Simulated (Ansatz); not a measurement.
Ti₃Al₅

Input

```
crystal:
  lattice:
    - [3.88329512, 0.048541189, 0.0]
    - [0.048541189, 3.88329512, 0.0]
    - [0.0, 0.0, 8.2968849545]
  atoms:
    - { symbol: Ti, position: [0.0, 0.0, 0.5] }
    - { symbol: Ti, position: [0.5, 0.5, 0.0] }
    - { symbol: Ti, position: [0.5, 0.5, 0.5] }
    - { symbol: Al, position: [0.0, 0.5, 0.2523516175] }
    - { symbol: Al, position: [0.0, 0.5, 0.7476483825] }
    - { symbol: Al, position: [0.5, 0.0, 0.2523516175] }
    - { symbol: Al, position: [0.5, 0.0, 0.7476483825] }
    - { symbol: Al, position: [0.0, 0.0, 0.0] }
basis:
  ecutwfc: 420
kpoints:
  mp_grid: { grid: [10, 10, 6] }
hamiltonian:
  xc: pbesol
scf:
  occupations: { method: gaussian, width: 0.15 }
output:
  forces: true
  stress: true
  eigenvalues: true
  write_density: true
  write_potential: true
  elf: true
  volumetric_format: npy
```

Run with:

```sh
ansatz run input.yaml --threads 2 --pin off --max-ram 5120MiB --backend cpu --events-out ev --progress --plain --runs-dir out
```

Below, planes, directions and counts refer to the conventional cell (a = 5.42 Å, b = 5.56 Å, c = 8.30 Å, α = 90.00°, β = 90.00°, γ = 90.00°).

Space group Cmmm; a structure from a database of computed crystals, not necessarily the ambient phase; changed on purpose from its base cell (strain +0.0250 x Voigt [0, 0, 0, 0, 0, 1], atoms carried along); computed without spin polarisation.

Level of theory: DFT PBEsol, scalar-relativistic, plane waves, PAW (Ansatz).

What can the converged valence pseudo-density and electron localisation function tell about the bonding?

Answer. Al–Al (2.78 Å): ρ is about 0.22 e/Å³ halfway; the ELF peaks at about 0.70 between the atoms.
Ti–Ti (2.78 Å): ρ at the midpoint is about 0.23 e/Å³; the ELF is about 0.25 at the midpoint: no localised pair shows between them.
Ti–Al (2.78 Å): ρ at the midpoint is about 0.21 e/Å³; the ELF is about 0.35 at the midpoint.

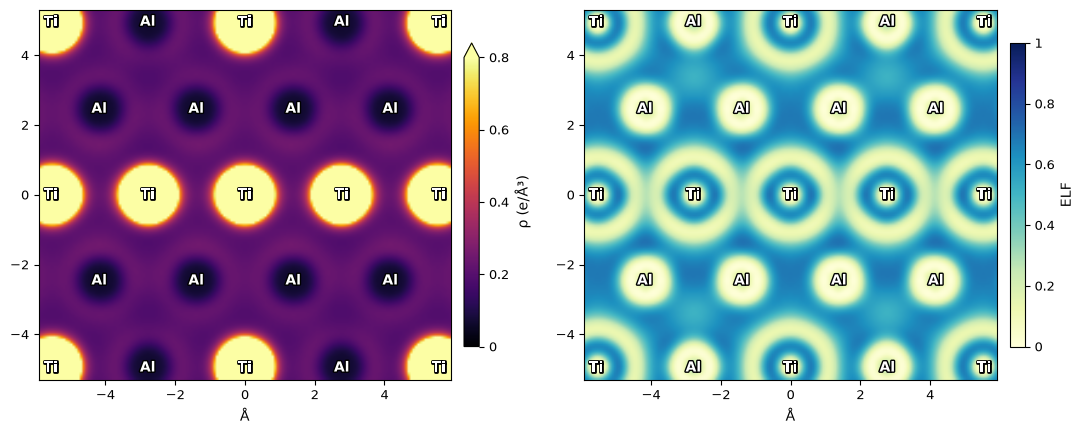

Computed valence pseudo-density and electron localisation function on the (101) plane of the conventional cell, in this order. 

The density is the valence pseudo-density of a PAW calculation; it isn't the true density close to the nuclei.
